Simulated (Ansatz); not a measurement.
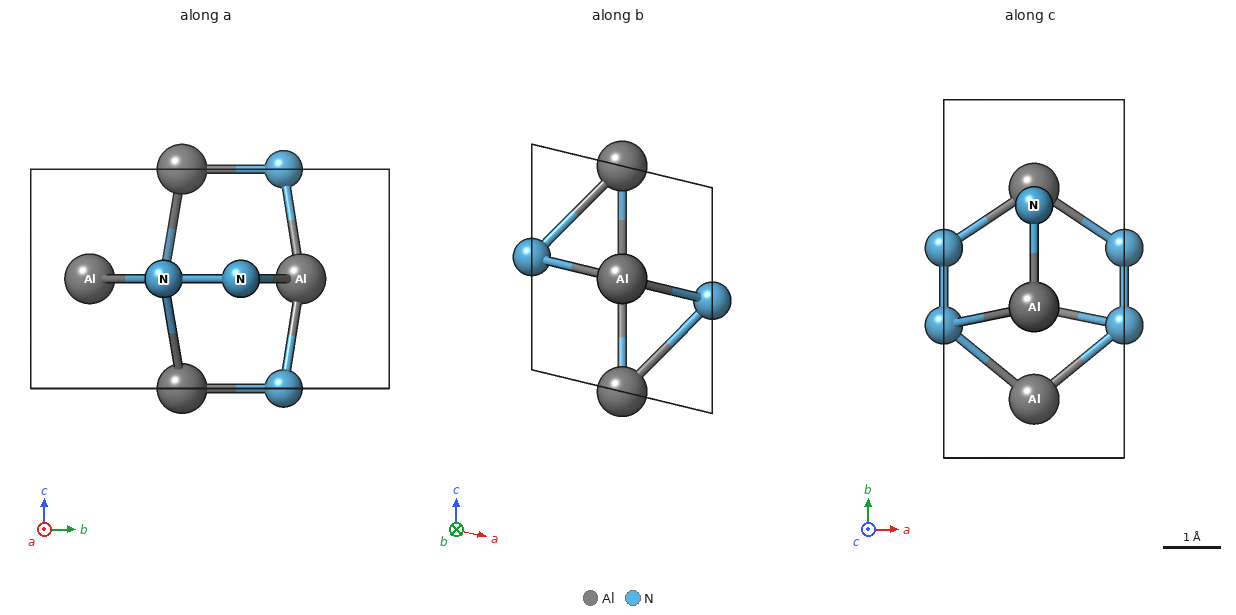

The figure gives a ball-and-stick picture of the atoms, viewed along the a axis, along the b axis and along the c axis. The conventional unit cell is outlined; an atom on or near a face, edge or corner is repeated at each equivalent position.

Lattice parameters: a = 3.305 Å, b = 6.379 Å, c = 4.016 Å, α = 90.00°, β = 103.60°, γ = 90.00°. Put a along x and b in the xy plane.

Record the structure as a POSCAR file, with free fractional coordinates to two decimals.

Answer.
```
Al N
1.0
     3.305    0.000    0.000
     0.000    6.379    0.000
    -0.944    0.000    3.903
Al N
3 3
Direct
  0.50 0.75 0.50
  0.50 0.16 0.50
  0.50 0.42 0.00
  0.00 0.37 0.50
  0.50 0.71 0.00
  0.00 0.59 0.50
```

Origin of the cell: a structure type filled with these elements by a generator (whether the compound takes this form wasn't checked). Earlier steps of the study may have refined or changed the cell and positions. A calculation with Ansatz used it as input.
